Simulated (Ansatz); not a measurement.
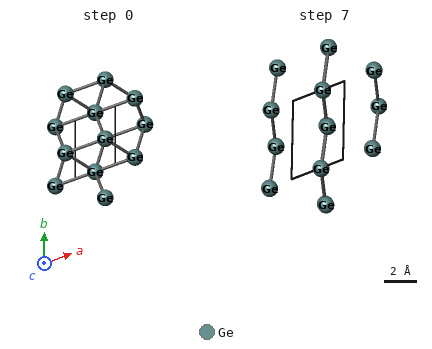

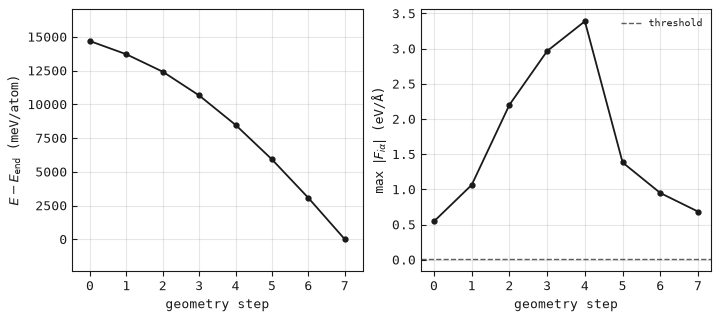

First and last geometry of a relaxation of a crystal of Ge (set up in P-1), with the history of the run. The picture is a ball-and-stick view of the cell of the calculation, reduced to other axes, seen along the c axis. Lengths and directions refer to the drawn axes.

Theory: DFT LDA, scalar-relativistic, plane waves, PAW; settings changed in Ansatz.

The input:
```yaml
crystal:
  lattice:
    - [-2.3964421812, 2.5751326368, 1.3490186929]
    - [2.4651482443, -2.589819472, 1.5021167695]
    - [2.5315959788, 2.7249732696, -1.3759817348]
  atoms:
    - { symbol: Ge, position: [0.2501471658, 0.7515947243, 0.4954039112] }
    - { symbol: Ge, position: [0.4998528342, 0.4984052757, 0.0045960888] }
basis:
  ecutwfc: 420
  ecutrho_ratio: 1
kpoints:
  mp_grid: { grid: [14, 14, 14] }
hamiltonian:
  xc: lda
scf:
  occupations: { method: gaussian, width: 0.15 }
  max_iter: 100
output:
  forces: true
  eigenvalues: true
  stress: true
relax:
  adjacent_minimum: "off"
  f_tol: 0.01
  max_steps: 80
  cell: { stress_tol: 0.1 }
```

Launched with:
```bash
ansatz run input.yaml --threads 2 --pin off --max-ram 5120MiB --backend cpu --events-out ev --progress --plain --runs-dir out
```

What do the curves and the structures tell?

Answer. The run was cut off at its time limit before the relaxation converged, so the last structure is only a point on the way. The input was poor on purpose: a density cutoff under the waves'. After 7 geometry steps the energy has fallen by 14687 meV per atom. Largest force component: 0.55 eV/Å at the start, 0.68 eV/Å at the end. Pressure: 57.70 GPa at the start and 120.96 GPa at the end. The largest moves relative to the cell, 0.27 Å, are those of Ge1 and Ge2. Ge1 goes roughly along [−2 0 1]. The volume changes by +115.8 %, with a 2.852 → 3.717 Å (+30.3 %), b 3.768 → 4.991 Å (+32.5 %), c 3.966 → 5.032 Å (+26.9 %), α 86.5° → 87.6°, β 70.4° → 70.7°, γ 70.2° → 68.0°. Near-neighbour distances that change, for instance: Ge1–Ge2 2.644 → 3.760 Å, Ge1–Ge2 (another image) 2.788 → 3.759 Å, Ge1–Ge1 2.852 → 3.717 Å, Ge1–Ge2 (another image) 2.711 → 3.295 Å. Bonds break, among them: Ge1–Ge2 (2.64 → 3.76 Å), Ge1–Ge2 (2.79 → 3.76 Å). The space group stays P-1 (No. 2). Cost: 6.7 min on 2 threads of Arm Neoverse V1 (shared host), peak memory 1.2 GiB.

Limits of the set-up: the cutoff lies below the recommended one.
